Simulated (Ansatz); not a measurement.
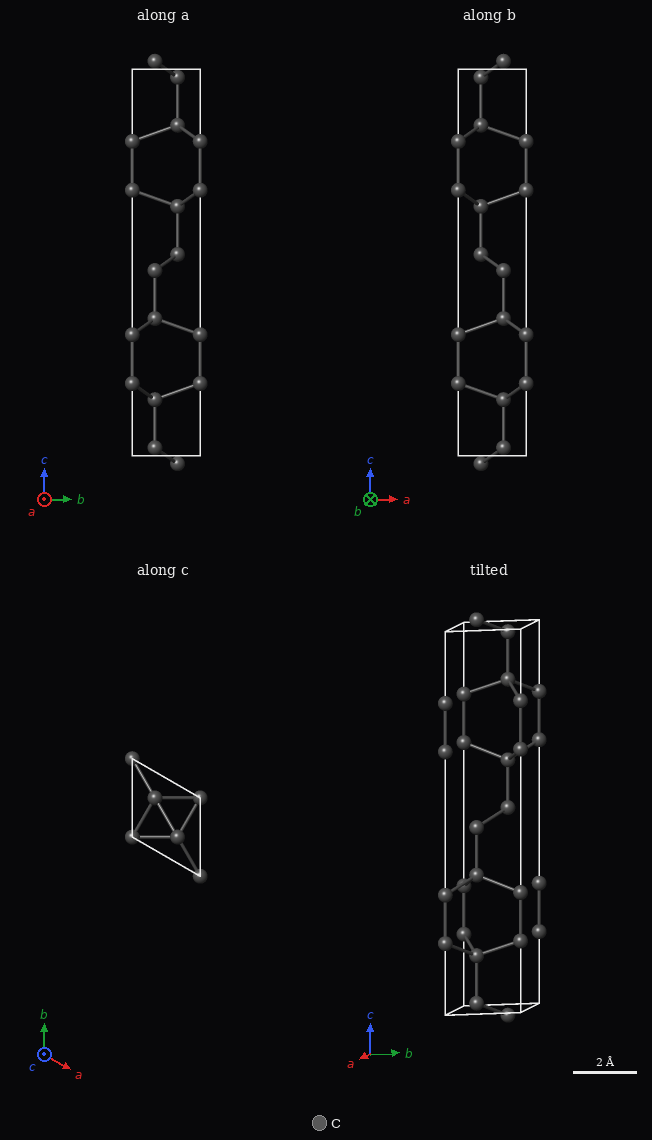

Crystal structure, ball-and-stick style, seen along the a axis, along the b axis, along the c axis and slightly off an axis. The conventional unit cell is outlined; an atom on or near a face, edge or corner is repeated at each equivalent position.

Lattice parameters: a = 2.508 Å, b = 2.508 Å, c = 12.368 Å, α = 90.00°, β = 90.00°, γ = 120.00°. Put a along x and b in the xy plane.

> Transcribe the picture into a POSCAR file, with free fractional coordinates to two decimals.

```
C
1.0
     2.508    0.000    0.000
    -1.254    2.172    0.000
     0.000    0.000   12.368
C
12
Direct
  0.00 0.00 0.69
  0.00 0.00 0.81
  0.3333 0.6667 0.85
  0.3333 0.6667 0.98
  0.6667 0.3333 0.02
  0.6667 0.3333 0.15
  0.00 0.00 0.19
  0.00 0.00 0.31
  0.6667 0.3333 0.35
  0.6667 0.3333 0.48
  0.3333 0.6667 0.52
  0.3333 0.6667 0.65
```

Origin of the cell: a structure type filled with this element by a generator (whether the element takes this form wasn't checked). This is the structure after a relaxation with DFT PBEsol, scalar-relativistic, plane waves, PAW (Ansatz 0.2.0).
